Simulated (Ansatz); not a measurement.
Single-point calculation of PtSe (part 2 of 2)

PtSe (4 atoms in the cell); DFT LDA+U, scalar-relativistic, plane waves, PAW, Ueff = 2 eV on Pt atom 1 d; Ueff = 2 eV on Pt atom 3 d, spin-polarised (Ansatz 0.2.0); cutoff 420 eV, 6×6×6 k-mesh, Gaussian smearing of 0.05 eV, collinear spins. The structure was built on a prototype by a generator; it need not be a known phase. It belongs to a series of runs on one base structure; here: natural orbitals of the symmetric run, filled by rank.

Geometry of the input (Å; fractional positions):
```
0.0000  2.7984  2.7984
5.5968  2.7984  2.7984
5.5968  5.5968  0.0000
Pt 0.5000  0.5000  -0.0000
Se 0.0000  0.0000  0.0000
Pt 0.5000  0.5000  0.5000
Se -0.0000  0.0000  0.5000
```

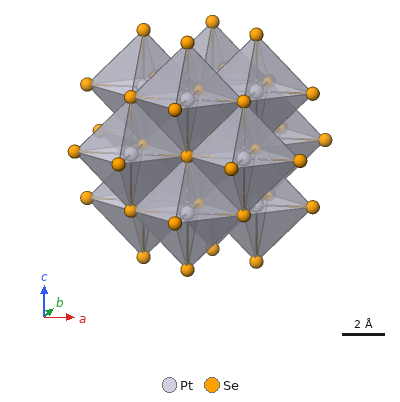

Figure 1. The structure (polyhedral view of the cell 2 times as large as that of the calculation, set on its symmetry axes, seen slightly off an axis; polyhedra are completed across the faces of the cell). An atom can appear more than once, as a periodic image.

### Log, continued
```
SCF iter   1: F=—  HF=-35251.868726 eV  |F-HF|=—  |Δ(HF+E_count)|=         —  Δρ=5.75e-2 (↑5.75e-2 ↓5.75e-2)  dr2=2.99e0  dr2_m=1.85e0  M=0.000 μB ∫|m|=2.011 μB  β_m=0.30  ethr=3.10e-3  ⟨swp⟩=5.2  Hψ=5966  notcnv=0  defer=2
preconditioner: auto → Kerker (q_TF=auto, 2.615 Å⁻¹)  [metal: Δε(μ)=0.029 eV  Ē_g=9.743 eV  σ=0.050 eV  W_gap=0.31  n_scr=28 (ndim 8)  ℏωp=22.4 eV  f_vac=0.004  D(μ)=1.89/eV (n_scr^D=14)]
spin=Collinear: Kerker preconditioning applied to the charge; magnetization (m = ρ↑ − ρ↓) channel mixes plain (no charge-response kernel on spin).
SCF iter   2: F=—  HF=-35251.575869 eV  |F-HF|=—  |Δ(HF+E_count)|=   2.93e-1  Δρ=4.06e-2 (↑4.06e-2 ↓4.06e-2)  dr2=8.08e-1  dr2_m=1.04e0  M=0.000 μB ∫|m|=1.785 μB  β_m=0.30  ethr=3.10e-3  ⟨swp⟩=2.0  Hψ=2293  notcnv=0  defer=102
SCF iter   3: F=—  HF=-35251.511705 eV  |F-HF|=—  |Δ(HF+E_count)|=   6.42e-2  Δρ=2.89e-2 (↑2.89e-2 ↓2.89e-2)  dr2=6.07e-2  dr2_m=6.41e-1  M=0.000 μB ∫|m|=1.532 μB  β_m=0.30  ethr=1.19e-3  ⟨swp⟩=2.0  Hψ=2308  notcnv=0  defer=147
SCF iter   4: F=—  HF=-35251.574583 eV  |F-HF|=—  |Δ(HF+E_count)|=   6.29e-2  Δρ=2.02e-2 (↑2.02e-2 ↓2.02e-2)  dr2=1.97e-2  dr2_m=3.25e-1  M=0.000 μB ∫|m|=1.522 μB  β_m=0.30  ethr=8.93e-5  ⟨swp⟩=2.1  Hψ=3610  notcnv=0  defer=155
SCF iter   5: F=—  HF=-35251.605377 eV  |F-HF|=—  |Δ(HF+E_count)|=   3.08e-2  Δρ=1.55e-2 (↑1.55e-2 ↓1.55e-2)  dr2=1.80e-3  dr2_m=1.92e-1  M=0.000 μB ∫|m|=1.415 μB  β_m=0.30  ethr=2.89e-5  ⟨swp⟩=2.1  Hψ=2251  notcnv=0  defer=155
SCF iter   6: F=—  HF=-35251.625794 eV  |F-HF|=—  |Δ(HF+E_count)|=   2.04e-2  Δρ=1.15e-2 (↑1.15e-2 ↓1.15e-2)  dr2=8.71e-4  dr2_m=1.06e-1  M=0.000 μB ∫|m|=1.372 μB  β_m=0.30  ethr=2.64e-6  ⟨swp⟩=2.6  Hψ=2715  notcnv=0  defer=155
SCF iter   7: F=—  HF=-35251.637273 eV  |F-HF|=—  |Δ(HF+E_count)|=   1.15e-2  Δρ=8.44e-3 (↑8.44e-3 ↓8.44e-3)  dr2=1.39e-4  dr2_m=5.72e-2  M=0.000 μB ∫|m|=1.348 μB  β_m=0.30  ethr=1.28e-6  ⟨swp⟩=2.0  Hψ=2664  notcnv=0  defer=155
Mixer restart at iter 7: flushing history
spin-set hold released at iteration 7 (site moments contracting): the magnetisation degrees of freedom join the quasi-Newton model from the next iteration; the mixer history was flushed
SCF iter   8: F=—  HF=-35251.643759 eV  |F-HF|=—  |Δ(HF+E_count)|=   6.49e-3  Δρ=6.31e-3 (↑6.31e-3 ↓6.31e-3)  dr2=6.08e-5  dr2_m=3.20e-2  M=0.000 μB ∫|m|=1.323 μB  β_m=0.65  ethr=2.05e-7  ⟨swp⟩=2.0  Hψ=2734  notcnv=0  defer=155
SCF iter   9: F=—  HF=-35251.652153 eV  |F-HF|=—  |Δ(HF+E_count)|=   8.39e-3  Δρ=2.52e-4 (↑2.52e-4 ↓2.52e-4)  dr2=8.86e-5  dr2_m=2.80e-5  M=0.000 μB ∫|m|=1.271 μB  β_m=0.63  ethr=8.94e-8  ⟨swp⟩=3.0  Hψ=3528  notcnv=0  defer=155
SCF iter  10: F=—  HF=-35251.652143 eV  |F-HF|=—  |Δ(HF+E_count)|=   1.03e-5  Δρ=1.09e-4 (↑1.09e-4 ↓1.09e-4)  dr2=1.02e-5  dr2_m=7.20e-6  M=0.000 μB ∫|m|=1.269 μB  β_m=0.72  ethr=8.94e-8  ⟨swp⟩=2.0  Hψ=3176  notcnv=0  defer=155
SCF iter  11: F=—  HF=-35251.652145 eV  |F-HF|=—  |Δ(HF+E_count)|=   1.76e-6  Δρ=3.51e-5 (↑3.51e-5 ↓3.51e-5)  dr2=6.57e-7  dr2_m=7.88e-7  M=0.000 μB ∫|m|=1.269 μB  β_m=0.72  ethr=1.50e-8  ⟨swp⟩=2.0  Hψ=2620  notcnv=0  defer=155
Mixer restart at iter 11: flushing history
SCF iter  12: F=—  HF=-35251.653558 eV  |F-HF|=—  |Δ(HF+E_count)|=         —  Δρ=2.94e-5 (↑2.94e-5 ↓2.94e-5)  dr2=4.63e-7  dr2_m=5.05e-7  M=0.000 μB ∫|m|=1.269 μB  β_m=0.72  ethr=9.66e-10  ⟨swp⟩=2.0  Hψ=2066  notcnv=0  defer=155
SCF iter  13: F=—  HF=-35253.120579 eV  |F-HF|=—  |Δ(HF+E_count)|=    1.47e0  Δρ=1.17e-2 (↑1.17e-2 ↓1.17e-2)  dr2=2.47e-1  dr2_m=7.11e-2  M=0.000 μB ∫|m|=0.800 μB  β_m=0.20  ethr=6.80e-10  ⟨swp⟩=5.3  Hψ=4553  notcnv=0  defer=155
SCF iter  14: F=—  HF=-35253.213926 eV  |F-HF|=—  |Δ(HF+E_count)|=   9.33e-2  Δρ=1.01e-2 (↑1.01e-2 ↓1.01e-2)  dr2=1.49e-1  dr2_m=5.78e-2  M=0.000 μB ∫|m|=0.755 μB  β_m=0.21  ethr=6.80e-10  ⟨swp⟩=4.8  Hψ=5834  notcnv=0  defer=155
SCF iter  15: F=—  HF=-35253.238739 eV  |F-HF|=—  |Δ(HF+E_count)|=   2.48e-2  Δρ=5.81e-3 (↑5.81e-3 ↓5.81e-3)  dr2=3.46e-2  dr2_m=2.15e-2  M=0.000 μB ∫|m|=0.727 μB  β_m=0.45  ethr=6.80e-10  ⟨swp⟩=4.8  Hψ=5504  notcnv=0  defer=155
SCF iter  16: F=—  HF=-35253.406453 eV  |F-HF|=—  |Δ(HF+E_count)|=   1.68e-1  Δρ=3.07e-3 (↑3.07e-3 ↓3.07e-3)  dr2=2.46e-3  dr2_m=6.62e-3  M=0.000 μB ∫|m|=0.532 μB  β_m=0.62  ethr=6.80e-10  ⟨swp⟩=5.0  Hψ=6214  notcnv=0  defer=155
SCF iter  17: F=—  HF=-35253.466385 eV  |F-HF|=—  |Δ(HF+E_count)|=   5.99e-2  Δρ=2.72e-3 (↑2.72e-3 ↓2.72e-3)  dr2=7.91e-3  dr2_m=3.74e-3  M=0.000 μB ∫|m|=0.189 μB  β_m=0.81  ethr=6.80e-10  ⟨swp⟩=4.9  Hψ=6029  notcnv=0  defer=176
SCF iter  18: F=—  HF=-35253.471609 eV  |F-HF|=—  |Δ(HF+E_count)|=   5.22e-3  Δρ=9.62e-4 (↑9.62e-4 ↓9.62e-4)  dr2=4.37e-4  dr2_m=5.51e-4  M=0.000 μB ∫|m|=0.055 μB  β_m=0.90  ethr=6.80e-10  ⟨swp⟩=4.3  Hψ=4956  notcnv=0  defer=176
SCF iter  19: F=—  HF=-35253.472033 eV  |F-HF|=—  |Δ(HF+E_count)|=   4.25e-4  Δρ=4.72e-4 (↑4.72e-4 ↓4.72e-4)  dr2=2.28e-4  dr2_m=1.39e-4  M=0.000 μB ∫|m|=0.034 μB  β_m=0.95  ethr=6.80e-10  ⟨swp⟩=3.8  Hψ=4490  notcnv=0  defer=176
SCF iter  20: F=—  HF=-35253.472238 eV  |F-HF|=—  |Δ(HF+E_count)|=   2.05e-4  Δρ=7.57e-5 (↑7.57e-5 ↓7.57e-5)  dr2=7.52e-6  dr2_m=2.42e-6  M=0.000 μB ∫|m|=0.004 μB  β_m=0.98  ethr=6.80e-10  ⟨swp⟩=3.2  Hψ=4357  notcnv=0  defer=176
SCF iter  21: F=—  HF=-35253.472240 eV  |F-HF|=—  |Δ(HF+E_count)|=   2.06e-6  Δρ=2.95e-5 (↑2.95e-5 ↓2.95e-5)  dr2=1.11e-6  dr2_m=4.72e-7  M=0.000 μB ∫|m|=0.002 μB  β_m=0.90  ethr=6.80e-10  ⟨swp⟩=3.1  Hψ=3409  notcnv=0  defer=176
SCF iter  22: F=—  HF=-35253.472241 eV  |F-HF|=—  |Δ(HF+E_count)|=   5.45e-7  Δρ=1.05e-5 (↑1.05e-5 ↓1.05e-5)  dr2=1.19e-7  dr2_m=5.00e-8  M=0.000 μB ∫|m|=0.001 μB  β_m=0.95  ethr=6.80e-10  ⟨swp⟩=2.0  Hψ=2635  notcnv=0  defer=176
iter 23 did not close the SCF: its close was put off for a magnetic moment that had not settled (scf_convergence_deferred on its scf_iter line)
SCF iter  23: F=-35253.472241 eV  HF=-35253.472241 eV  |F-HF|=3.13e-9  |Δ(HF+E_count)|=   6.27e-8  Δρ=2.61e-6 (↑2.61e-6 ↓2.61e-6)  dr2=1.58e-9  dr2_m=4.82e-9  M=0.000 μB ∫|m|=0.000 μB  β_m=0.97  ethr=1.47e-10  ⟨swp⟩=11.5  Hψ=10605  notcnv=0
SCF iter  24: F=-35253.472241 eV  HF=-35253.472241 eV  |F-HF|=5.09e-10  |Δ(HF+E_count)|=   7.73e-9  Δρ=5.04e-7 (↑5.04e-7 ↓5.04e-7)  dr2=7.42e-10  dr2_m=3.55e-11  M=0.000 μB ∫|m|=0.000 μB  ethr=2.33e-12  ⟨swp⟩=4.0  Hψ=8265  notcnv=0
WARN: the starting moments were not kept: the SCF closed with an absolute magnetisation of 1.8e-5 μB, where they sum to 4 μB in size (2 sites). That is at most 0.1 of that sum. Measured as dr2_m measures the in/out step, that magnetisation stands 3.8e-11 eV from none, at or under the dr2_threshold of 1.0e-7 eV: it is no larger than a step whose dr2_m would equal this threshold. The system may hold no moment; this SCF shows only that its start led to no more than that. To try another start: raise the starting moments (crystal.atoms[].spin, magnetization.per_species, magnetization.initial_magnetization, or on a non-collinear deck that types none of these the spinor_matrix: blocks that start its atoms; where the total moment is fixed, keep their sum and leave initial_magnetization as it is; typed ones take the place of any that the run laid by itself, positive ones on a crystal's lanthanoids without a Hubbard term where scf.initial_density.shell_occupations: [] is typed) or, if the notice of its spin-set hold's release reads "site moments contracting" or "site moments show no strong build", lengthen the hold (scf.mixing.spin_hold: { on: { confirm: 4 } }; for m-r²SCAN on two components see the key's manual first). Each may lead to a state that holds a moment. A second SCF, from the converged charge density, with the starting moments and any scf.initial_density.shell_occupations laid on it anew, would have followed, and was not run: the deck does not ask for one (magnetization.retry_lost_moments is false, the default). To let it run, set magnetization.retry_lost_moments: true and run the deck again, where that key's refused combinations let it; where memory then withholds it, that run's warning says so.
WARN: hamiltonian.hubbard: on 2 of 4 specified blocks the occupation matrix of this SCF's result fails the test of the specified filling. At site 0 ↓ (sites count from 0 in the list of atoms of the cell that this SCF solves) the least filled combination of the orbitals specified full has occupation 0.983, and the fullest combination of the orbitals specified empty has occupation 0.793; the filling counts as kept where the first is at least 0.75 and exceeds the second by more than 0.25. The same holds at site 2 ↑. The state of this SCF's result may not hold the specified filling, though these bounds can also misjudge a state that does. This warning does not say which state is lower in energy, or whether the specified filling is a self-consistent state at all; see hamiltonian.hubbard.sites[].starting_ns, Limitations, and scf.initial_density.shell_occupations in the input reference
SCF 1 converged in 24 iterations: F = -35253.472241 eV  dr2 = 7.42e-10
  greatest PAW one-centre occupation: 1.000 electrons in one spin orbital (limit 2), on the Se atom at site 3 (counted from 0), in its partial waves of l = 2
SCF converged after 24 iterations
Magnetization: 0.0000 μB (34.0000 up, 34.0000 down)
Absolute magnetization: 0.0000 μB (∫|ρ↑−ρ↓|, with the PAW one-centre terms)
Spin contamination: 0.0000 ħ² per cell (⟨S²⟩ above its minimum at these occupations)
Per-site moments (μB) at R_I (Å): [(1.8563024409847667e-6, 1.154344591125), (3.927735765510351e-6, 1.154344591125), (-1.8563024409847663e-6, 1.154344591125), (-3.927735765510351e-6, 1.154344591125)]
Free energy (F): -35253.472241 eV
Harris-Foulkes:  -35253.472241 eV  (|F-HF|=5.09e-10)
Internal energy: -35253.466624 eV  (E = F + TS)
E sigma→0 (E₀):  -35253.469433 eV
Entropy (-TS):   -0.005617 eV (-1.404 meV/atom)
Fermi energy:    11.399721 eV
--- Per-component energies (eV) ---
  E_band       = -1324.120813
  E_kinetic    = 1503.361164
  E_local      = -8542.927425  (includes V_loc(G=0)·N_el)
  E_nonlocal   = -754.299666
  E_hartree    = 3724.340349
  E_xc         = -719.118569
  E_vxc        = -791.055848  (∫ρ·V_xc dr)
  E_hubbard    = 1.532164  (on-site DFT+U / exact-exchange correction)
  E_vhub       = -15.045263  (the Hubbard potential's part of the band-sum identity)
  E_paw        = -22015.081255  (= ΣΔE_a)
  E_vpaw       = -172.832840  (= ΣTr[D̂ρ^β])
  E_aug_tail   = -0.000814  (compensation charges beyond the density's cutoff)
  E_ewald      = -8456.635034
  E_core_change = 5.362463  (= ΣΔE_core)
  E_smearing   = -0.005617  (= −TS)
  E_closure    = -0.000000  (closes the sum)
  Σ components = -35253.472241   (vs F -35253.472241, Δ=0.00e0)
--- Specified on-site occupations, and those of the state reported ---
  electrons in the specified blocks: 15.6000 specified, 18.1096 found
  site 2 (l=d) ↑: largest change of an orbital's occupation 0.7728; electrons 2.9500 specified, 4.5274 found; spectral distance 1.0884
  site 0 (l=d) ↓: largest change of an orbital's occupation 0.7728; electrons 2.9500 specified, 4.5274 found; spectral distance 1.0884
  site 0 (l=d) ↑: largest change of an orbital's occupation 0.1839; electrons 4.8500 specified, 4.5274 found; spectral distance 0.2563
  site 2 (l=d) ↓: largest change of an orbital's occupation 0.1839; electrons 4.8500 specified, 4.5274 found; spectral distance 0.2563
--- Forces (eV/Å), atoms counted from 1 ---
  atom   1  Pt     0.00000000     0.00000000    -0.00000000
  atom   2  Se     0.00000000     0.00000000     0.00000000
  atom   3  Pt     0.00000000    -0.00000000    -0.00000000
  atom   4  Se     0.00000000     0.00000000     0.00000000
  max |Σ_I F_I| component: 1.89e-29 eV/Å
--- Stress (GPa, compression-positive) ---
      -20.814144       0.000000      -0.000000
        0.000000     -21.009421       0.000000
        0.000000       0.000000     -21.009421
  P = ⅓ Tr σ = -20.9443 GPa (-209.443 kbar)
--- Band table (eV; the first three rows and the last of 80) ---
  k-point 0 ↑: bands = ["-85.5911", "-85.5911", "-39.7419", "-39.7419", "-39.7398", "-39.7398", "-39.7296", "-39.7246", "-37.0365", "-37.0363", "-37.0362", "-37.0360", "-37.0336", "-37.0336", "-37.0331", "-37.0331", "-37.0327", "-37.0326", "-2.4260", "-1.5490", "7.1269", "7.9809", "8.6321", "8.6381", "8.6381", "8.9476", "8.9480", "9.1007", "9.1007", "9.3042", "9.6164", "9.6164", "10.3153", "10.4087", "10.4087", "10.4159", "11.6015", "12.0165", "19.7809", "21.7572", "21.7888", "22.5784", "22.5832", "22.5832"]
  k-point 1 ↑: bands = ["-85.5911", "-85.5910", "-39.7426", "-39.7419", "-39.7407", "-39.7400", "-39.7292", "-39.7249", "-37.0364", "-37.0362", "-37.0359", "-37.0357", "-37.0336", "-37.0336", "-37.0332", "-37.0332", "-37.0326", "-37.0325", "-2.2820", "-1.4938", "7.1393", "7.3836", "8.0846", "8.0863", "8.2507", "8.3880", "8.7102", "8.8373", "8.9170", "9.5599", "9.7811", "9.8694", "10.2916", "10.5512", "10.6799", "11.4355", "12.9290", "13.5859", "19.4757", "20.5697", "20.8047", "21.1001", "21.9006", "22.4589"]
  k-point 2 ↑: bands = ["-85.5911", "-85.5910", "-39.7437", "-39.7426", "-39.7417", "-39.7406", "-39.7283", "-39.7258", "-37.0362", "-37.0361", "-37.0354", "-37.0353", "-37.0335", "-37.0335", "-37.0333", "-37.0333", "-37.0324", "-37.0323", "-1.9215", "-1.4268", "6.2983", "6.7495", "7.2309", "7.4145", "7.5203", "7.9042", "8.9038", "9.2162", "9.2431", "9.3972", "9.8990", "10.1542", "10.1726", "10.6895", "12.3200", "12.9488", "14.8418", "15.6564", "18.2958", "18.5158", "19.4855", "19.7266", "19.9634", "20.4513"]
  k-point 39 ↓: bands = ["-85.5911", "-85.5911", "-39.7447", "-39.7447", "-39.7419", "-39.7419", "-39.7268", "-39.7268", "-37.0361", "-37.0361", "-37.0358", "-37.0358", "-37.0338", "-37.0338", "-37.0331", "-37.0331", "-37.0325", "-37.0325", "-1.5477", "-1.5477", "7.1214", "7.1214", "7.9862", "7.9862", "9.0998", "9.0998", "9.1069", "9.1069", "9.3043", "9.3044", "9.6101", "9.6101", "9.6164", "9.6164", "10.3123", "10.3123", "11.6024", "11.6024", "19.7848", "19.7848", "21.7851", "21.7851", "23.4868", "23.4868"]
Occupation matrices written to [file]
--- Löwdin populations: 4 sites ---
  site symbol       q [e]    m [muB]
     0     Pt     17.8277     0.0000
     1     Se     16.0732     0.0000
     2     Pt     17.8277    -0.0000
     3     Se     16.0732    -0.0000
  spilling = 0.002915 (of n_electrons = 68.000000)
--- Occupation matrices: 2 shells (run DFT+U table (all-electron-ortho-atomic); ε = 1.29e-3) ---
  Pt0 d_5D: site group Oh (m-3m); on the run's cell D4h (4/mmm)
  Pt0 d_5D up     Tr n = 4.5274  λ = 0.786 0.793 0.983 0.983 0.983  [z2 0.75 (Eg 1.00) Eg(1.00)/B2g(1.00) | x2-y2 0.75 (Eg 1.00) Eg(1.00)/A1g(1.00) | 3× xz 0.33 (T2g 1.00) T2g(1.00)/Eg(0.67)]
  Pt0 d_5D dn     Tr n = 4.5274  λ = 0.786 0.793 0.983 0.983 0.983  [z2 0.75 (Eg 1.00) Eg(1.00)/B2g(1.00) | x2-y2 0.75 (Eg 1.00) Eg(1.00)/A1g(1.00) | 3× xz 0.33 (T2g 1.00) T2g(1.00)/Eg(0.67)]
  specified occupation → Pt0 d_5D up: matrix, ‖Δ‖_F = 0.2563, Tr Δ = +0.3226, displaced = 0.1998, d_λ = 0.2563; orbital distance = 0.0000
  specified occupation → Pt0 d_5D dn: matrix, ‖Δ‖_F = 1.0884, Tr Δ = -1.5774, displaced = 0.7887, d_λ = 1.0884; orbital distance = 0.0000
  Pt2 d_5D: site group Oh (m-3m); on the run's cell D4h (4/mmm)
  Pt2 d_5D up     Tr n = 4.5274  λ = 0.786 0.793 0.983 0.983 0.983  [z2 0.75 (Eg 1.00) Eg(1.00)/B2g(1.00) | x2-y2 0.75 (Eg 1.00) Eg(1.00)/A1g(1.00) | 3× xz 0.33 (T2g 1.00) T2g(1.00)/Eg(0.67)]
  Pt2 d_5D dn     Tr n = 4.5274  λ = 0.786 0.793 0.983 0.983 0.983  [z2 0.75 (Eg 1.00) Eg(1.00)/B2g(1.00) | x2-y2 0.75 (Eg 1.00) Eg(1.00)/A1g(1.00) | 3× xz 0.33 (T2g 1.00) T2g(1.00)/Eg(0.67)]
  specified occupation → Pt2 d_5D up: matrix, ‖Δ‖_F = 1.0884, Tr Δ = -1.5774, displaced = 0.7887, d_λ = 1.0884; orbital distance = 0.0000
  specified occupation → Pt2 d_5D dn: matrix, ‖Δ‖_F = 0.2563, Tr Δ = +0.3226, displaced = 0.1998, d_λ = 0.2563; orbital distance = 0.0000
  Tr n, λ and their labels are of the run-group-symmetrised matrices; stabiliser: 64 of 64 elements of G0×{1,Θ} (closed), max defect 5.3e-6 at τ = 2.7e-4
```

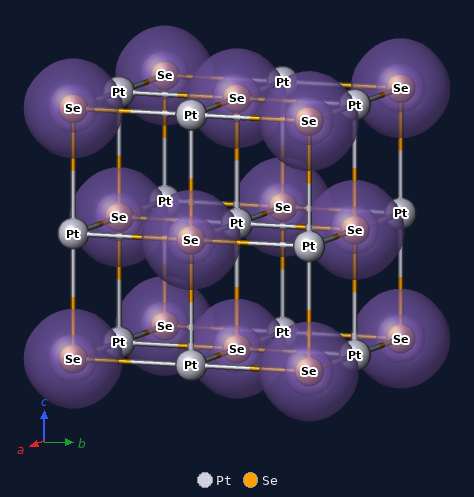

Figure 2. Isosurface of the ELF at 0.65 (purple), seen slightly off an axis. Only the valence region is drawn (cores and ρ < 0.01 e/Å³ removed). Sticks mark near contacts. The outline is the cell set on symmetry axes. Along the contacts the grid gives the following. Pt–Se (2.80 Å): the ELF peaks at about 0.80 in the valence shell of Se, 0.8 Å from its nucleus, and drops to about 0.25 between the two atoms. The fields are those of the smooth PAW valence density.

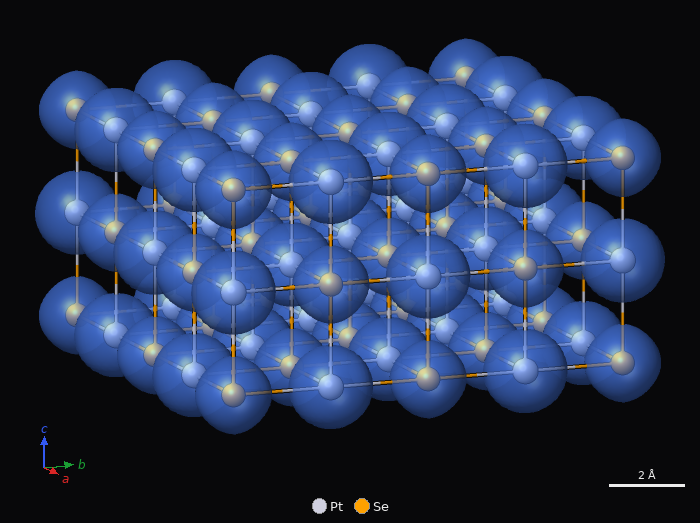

Figure 3. Isosurface of the valence charge density (pseudo) at 0.5 e/Å³ (blue), seen slightly off an axis. Sticks mark near contacts. The outline is the cell set on symmetry axes. At this value the density breaks into separate islands; it holds about 80 % of the electrons treated as valence (semicore included). It is pinched off along the Pt–Se (2.80 Å) contacts. On the grid the lowest density along these lines, outside the cores, is 0.32 e/Å³ (Pt–Se, 2.80 Å).

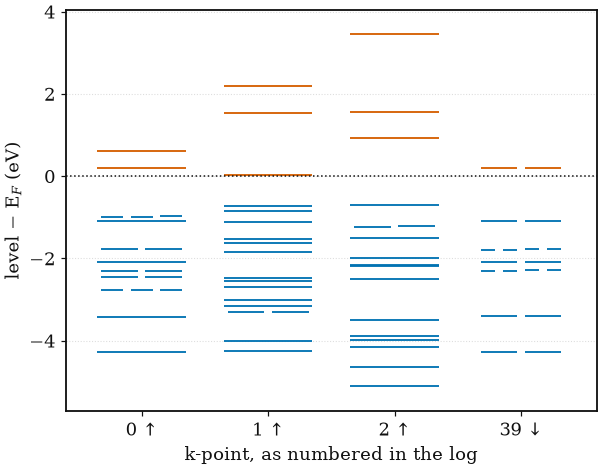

Figure 4. Kohn–Sham levels near the Fermi level (dotted) at the few k-points that the log prints; levels within 0.02 eV of each other stand side by side. The system is metallic on the full mesh.
